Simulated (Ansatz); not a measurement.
# Energy of Ir along an even scaling of the cell

System: Ir (Fm-3m, 2 atoms in the cell).
Method: DFT PBEsol, scalar-relativistic, plane waves, PAW, no spin polarisation (Ansatz 0.2.0).

The 6 runs differ only in the geometry, by an even scaling of the cell at fixed fractional positions. The structure derives from a Materials Project entry.

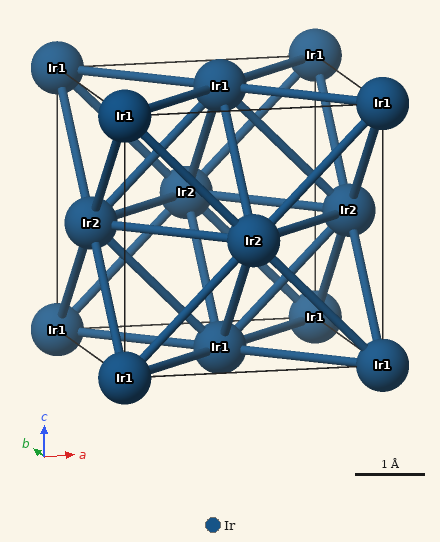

Figure 1. The structure of run 4 (ball-and-stick view of the cell 2 times as large as that of the calculation, set on its symmetry axes, seen slightly off an axis; atoms are numbered from 1 in the order of the input). An atom can appear more than once, as a periodic image.

### Input of run 4
```yaml
crystal:
  lattice:
    - [1.9342220735, 1.9342220735, 0.0]
    - [-1.9342220735, 1.9342220735, 0.0]
    - [0.0, 0.0, 3.8684441469]
  atoms:
    - { symbol: Ir, position: [0.0, 0.0, 0.0] }
    - { symbol: Ir, position: [0.5, 0.5, 0.5] }
basis:
  ecutwfc: 420
kpoints:
  mp_grid: { grid: [20, 20, 14] }
hamiltonian:
  xc: pbesol
scf:
  occupations: { method: gaussian, width: 0.1 }
output:
  forces: true
  stress: true
  eigenvalues: true
```

Command:
```bash
ansatz run input.yaml --threads 1 --pin off --max-ram 2560MiB --backend cpu --events-out ev --progress --plain --runs-dir out
```

Run 5 differs from it as follows:
```diff
-    - [1.9342220735, 1.9342220735, 0.0]
-    - [-1.9342220735, 1.9342220735, 0.0]
-    - [0.0, 0.0, 3.8684441469]
+    - [1.953372787, 1.953372787, 0.0]
+    - [-1.953372787, 1.953372787, 0.0]
+    - [0.0, 0.0, 3.9067455741]
```

### Results, with one run withheld

```tsv
run	volume per atom (Å³)	free energy per atom, from the lowest run given (meV)	pressure (GPa)
1	12.820	155.64	44.49
2	13.630	15.98	12.62
3	14.047	0.00	0.03
4	14.473	14.60	−10.69
5	14.907	?	?
6	15.350	121.75	−27.38
```

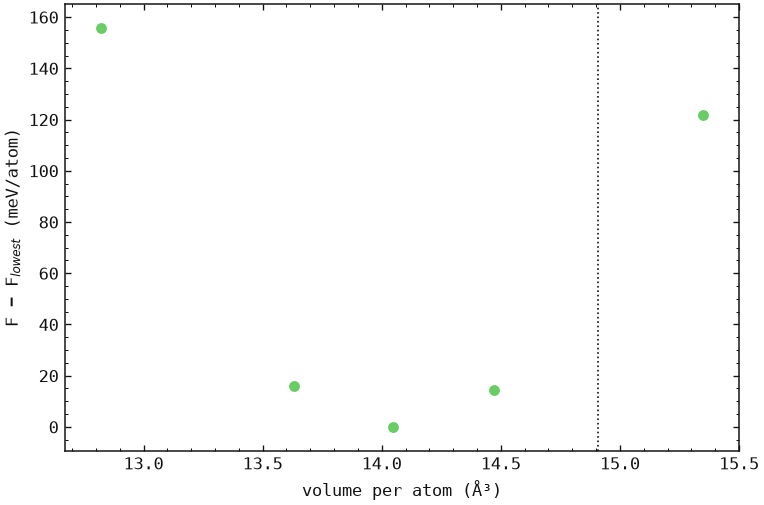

Figure 2. Free energy per atom of the runs given; the dotted line marks run 5.

Estimate the energy of run 5 from the others.

A cubic polynomial in V^(−2/3) (the Birch–Murnaghan form), fitted to the 5 runs given, misses them by at most 0.01 meV per atom. With x = V^(−2/3) − 0.17197 Å⁻², it reads F = 0.070278 + 548.62 x + 1.2944e+06 x² + 3.8442e+06 x³ (meV per atom). At run 5 it gives 56.19 meV per atom, and the run itself gives 56.26. The slope of the fit gives a pressure −dF/dV of −19.75 GPa there, and the run prints −19.76 GPa. The fit has its minimum at 14.048 Å³ per atom, where V d²F/dV² gives 386 GPa: the bulk modulus at this level, since symmetry fixes the shape and the positions.

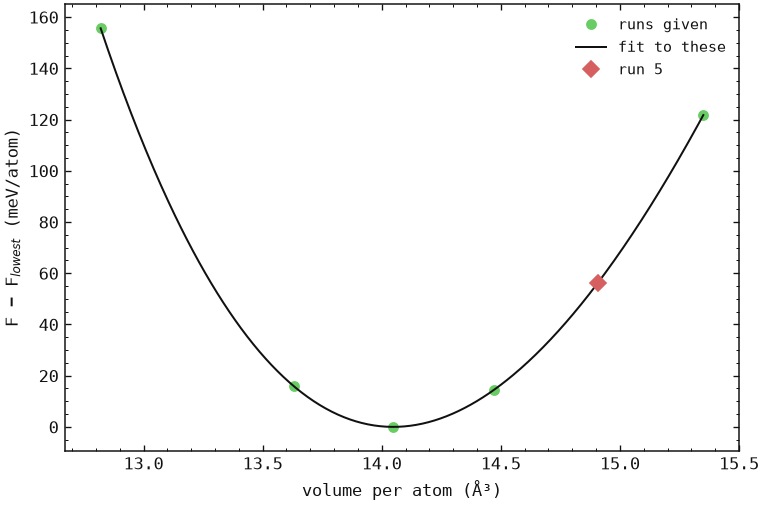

Figure 3. The fit and the withheld run.

### Output, shortened to warnings, some set-up lines, iterations and results (run 5)
```
Basis set: ecut = 420 eV, 585 PW (Γ), exchange–correlation on 40×40×54 points (8 copies of the dense FFT grid, shifted against one another)
Symmetry: 32 space group operations
k-points: 528 of 5600
Initial density: superposition of atomic densities (neutral atoms: chi_scale 0, normalization atom), corrected by the library's trained network
[...]
SCF iter   1: F=—  HF=-23597.963396 eV  |F-HF|=—  |Δ(HF+E_count)|=         —  Δρ=6.12e-3  dr2=6.55e-3  ethr=1.77e-3  ⟨swp⟩=4.3  Hψ=41679  notcnv=0
SCF iter   2: F=—  HF=-23597.963650 eV  |F-HF|=—  |Δ(HF+E_count)|=   2.54e-4  Δρ=3.27e-3  dr2=1.72e-3  ethr=1.93e-5  ⟨swp⟩=2.2  Hψ=18926  notcnv=0
SCF iter   3: F=—  HF=-23597.963479 eV  |F-HF|=—  |Δ(HF+E_count)|=   1.71e-4  Δρ=3.05e-4  dr2=1.28e-5  ethr=5.07e-6  ⟨swp⟩=2.0  Hψ=15490  notcnv=0
SCF iter   4: F=—  HF=-23597.963478 eV  |F-HF|=—  |Δ(HF+E_count)|=   1.05e-6  Δρ=6.13e-5  dr2=7.78e-7  ethr=3.76e-8  ⟨swp⟩=1.4  Hψ=11891  notcnv=0
SCF iter   5: F=-23597.963478 eV  HF=-23597.963478 eV  |F-HF|=1.09e-8  |Δ(HF+E_count)|=   1.82e-8  Δρ=1.33e-5  dr2=3.32e-8  ethr=2.29e-9  ⟨swp⟩=1.7  Hψ=16622  notcnv=0
SCF iter   6: F=-23597.963478 eV  HF=-23597.963478 eV  |F-HF|=6.58e-10  |Δ(HF+E_count)|=   6.14e-9  Δρ=3.53e-6  dr2=1.98e-9  ethr=9.76e-11  ⟨swp⟩=2.9  Hψ=36953  notcnv=0
SCF 1 converged in 6 iterations: F = -23597.963478 eV  dr2 = 1.98e-9
SCF converged after 6 iterations
Free energy (F): -23597.963478 eV
Harris-Foulkes:  -23597.963478 eV  (|F-HF|=6.58e-10)
Internal energy: -23597.954300 eV  (E = F + TS)
E sigma→0 (E₀):  -23597.958889 eV
Entropy (-TS):   -0.009178 eV (-4.589 meV/atom)
Fermi energy:    23.978121 eV
--- Per-component energies (eV) ---
  E_band       = -219.347860
  E_kinetic    = 1241.646214
  E_local      = -2251.972536  (includes V_loc(G=0)·N_el)
  E_nonlocal   = 151.281238
  E_hartree    = 852.548284
  E_xc         = -531.206682
  E_vxc        = -597.019202  (∫ρ·V_xc dr)
  E_paw        = -18176.948676  (= ΣΔE_a)
  E_vpaw       = -468.379637  (= ΣTr[D̂ρ^β])
  E_aug_tail   = 0.000109  (compensation charges beyond the density's cutoff)
  E_ewald      = -4883.832821
  E_core_change = 0.530570  (= ΣΔE_core)
  E_smearing   = -0.009178  (= −TS)
  E_closure    = -0.000000  (closes the sum)
  Σ components = -23597.963478   (vs F -23597.963478, Δ=0.00e0)
--- Forces (eV/Å), atoms counted from 1 ---
  atom   1  Ir     0.00000000    -0.00000000     0.00000000
  atom   2  Ir     0.00000000    -0.00000000     0.00000000
  max |Σ_I F_I| component: 3.16e-29 eV/Å
--- Stress (GPa, compression-positive) ---
      -19.792905      -0.000000       0.000000
        0.000000     -19.792905       0.000000
        0.000000       0.000000     -19.703722
  P = ⅓ Tr σ = -19.7632 GPa (-197.632 kbar)
```

Notes: Spin–orbit coupling is left out, which matters for Ir.
